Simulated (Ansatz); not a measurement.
System: ZnO, space group P6_3mc (No. 186).

Starting cell:
```
CELL_PARAMETERS angstrom
3.24940 0.00000 0.00000
-1.62470 2.81410 0.00000
0.00000 0.00000 5.20380
ATOMIC_POSITIONS crystal
Zn 0.33333 0.66667 0.00000
Zn 0.66667 0.33333 0.50000
O 0.33333 0.66667 0.38210
O 0.66667 0.33333 0.88210
```

How it was computed, with Ansatz 0.2.0: periodic Kohn-Sham DFT of a crystal at fixed atoms, scaled to the stated factor times the given cell; pressure positive in compression. Level: LDA.

```json
{"setting": "method", "value": "all-electron PAW"}
{"setting": "relativity", "value": "scalar"}
{"setting": "k mesh", "value": "8×8×5"}
{"setting": "occupations", "value": "Fermi–Dirac"}
{"setting": "smearing width", "value": "0.01 eV"}
{"setting": "nucleus", "value": "Gaussian"}
```

V(given) is 11.90 Å³/atom.

Predict the pressure and largest field gradient Vzz against V/V(given). The V/V(given) takes the values 0.96, 0.99, 1.02, 1.06.

The pressure falls from −1.2 GPa at V/V(given) 0.96 to −13.6 GPa at 1.06. The largest field gradient Vzz falls from 0.755 1e21 V/m² at V/V(given) 0.96 to 0.666 1e21 V/m² at 1.06.

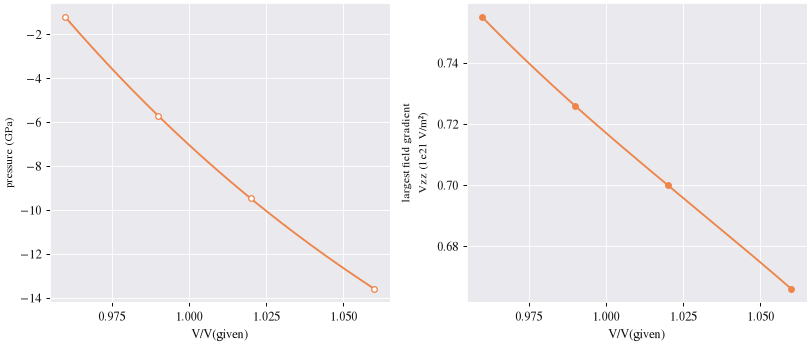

Note: the volumes run don't bracket the minimum of the energy, so any equilibrium value is extrapolated; shape and atomic fractions are frozen while scaling, which makes layered, chain and framework solids too stiff.
